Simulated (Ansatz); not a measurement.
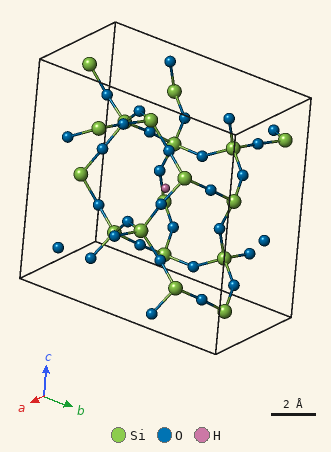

This is the input geometry for a relaxation of a defect cell of composition Si16HO32 (cell charge +1). The picture is a ball-and-stick view of the cell of the calculation (origin shifted), seen slightly off an axis.

Case: H interstitial, charge +1, atoms relaxed at the host's cell.

Level of theory: Ansatz, DFT PBE, scalar-relativistic, plane waves, PAW.

Settings: plane-wave cutoff 420 eV; k-point mesh 2 × 2 × 2; occupations gaussian; smearing width 0.01 eV; mesh shifted by (0.5, 0.5, 0.5); no spin polarisation; atoms relaxed in a fixed cell; force threshold 0.025 eV/Å; at most 45 steps.

```xyz
49
Lattice="2.5030 8.4041 -4.4607 2.5030 -8.4041 -4.4607 -10.0940 0.0000 0.0471" Properties=species:S:1:pos:R:3 pbc="T T T"
Si    2.1218   -0.5103   -7.4345
Si   -0.3768   -0.5345   -2.9469
Si   -2.9224   -0.5370   -7.4364
Si   -5.3795   -0.4890   -2.9581
Si    0.3301   -4.6846   -5.8864
Si    0.3034    3.6482   -5.8943
Si   -4.7063   -4.7162   -5.9002
Si   -4.7145    3.6830   -5.8993
Si   -2.8827    0.5764   -1.4213
Si   -0.4038    0.5014   -5.8834
Si   -7.9165    0.5350   -1.4413
Si   -5.4172    0.5333   -5.9031
Si    0.3503    4.7509   -2.9798
Si    0.3054   -3.6902   -2.9350
Si   -4.6893    4.7302   -2.9760
Si   -4.6975   -3.6449   -2.9731
O     0.9585    0.2990   -2.5380
O     3.4139    0.3523   -6.9559
O    -4.0933    0.3840   -2.4857
O    -1.6339    0.3125   -6.9273
O    -0.9545   -3.8228   -6.3873
O    -0.9901    4.5076   -6.3732
O    -5.9875   -3.8350   -6.3752
O    -6.0580    4.5050   -6.3040
O    -0.8646   -8.3687   -4.4272
O    -0.8581   -0.0557   -4.4248
O    -5.8807   -8.3798   -4.4315
O    -5.8578    0.0543   -4.4138
O    -0.9331    3.9000   -2.4591
O    -0.9765   -4.5898   -2.4926
O    -5.9735    3.8671   -2.4788
O    -6.0363   -4.4426   -2.5165
O    -2.5424    2.1516   -1.3407
O    -0.0651    2.0787   -5.7880
O    -7.5901    2.1175   -1.3882
O    -5.0051    2.0943   -5.8845
O     0.7881    4.1990   -4.4441
O     0.7824   -4.1575   -4.4172
O    -4.2188    4.1717   -4.4294
O    -4.2373   -4.1959   -4.4324
O     0.8974   -0.3372   -6.3803
O    -1.5695   -0.2604   -1.8803
O    -4.1610   -0.3737   -6.3968
O    -6.6047   -0.3111   -1.9029
O     2.4931   -2.0804   -7.5346
O    -0.0895   -2.1244   -2.9441
O    -2.5632   -2.1074   -7.5481
O    -4.9798   -2.0536   -3.0409
H     2.4792   -2.0554   -4.4620
```

### What does the optimiser find from here?

After 21 accepted moves (22 points after the start) the energy has fallen by 4.552 eV per cell of the calculation. The largest force component goes from 0.74 to 0.016 eV/Å. 1 step only repeated the SCF at the same geometry. The atom that moves furthest is H49 (1.73 Å roughly along [1 1 1]). By element the largest moves are H 1.73 Å, O 0.84 Å, Si 0.38 Å. The cell doesn't change. Near-neighbour distances that change, for instance: O45–H49 3.073 → 0.985 Å, Si13–O45 1.616 → 1.793 Å, Si1–O18 1.626 → 1.596 Å, Si10–O41 1.626 → 1.653 Å. New bonds form, among them: O45–H49 (3.07 → 0.99 Å). Bond angles that change, for instance: Si1–O45–Si13 173.1° → 144.5°, Si5–O33–Si9 174.0° → 156.7°, Si7–O35–Si11 175.8° → 160.1°.

The end point in the same view:

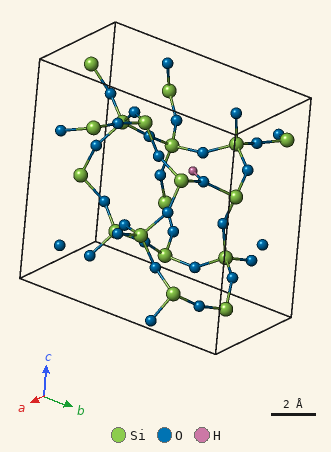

Limits of the set-up: the cell is charged, on a uniform background, and energies carry no finite-size correction.
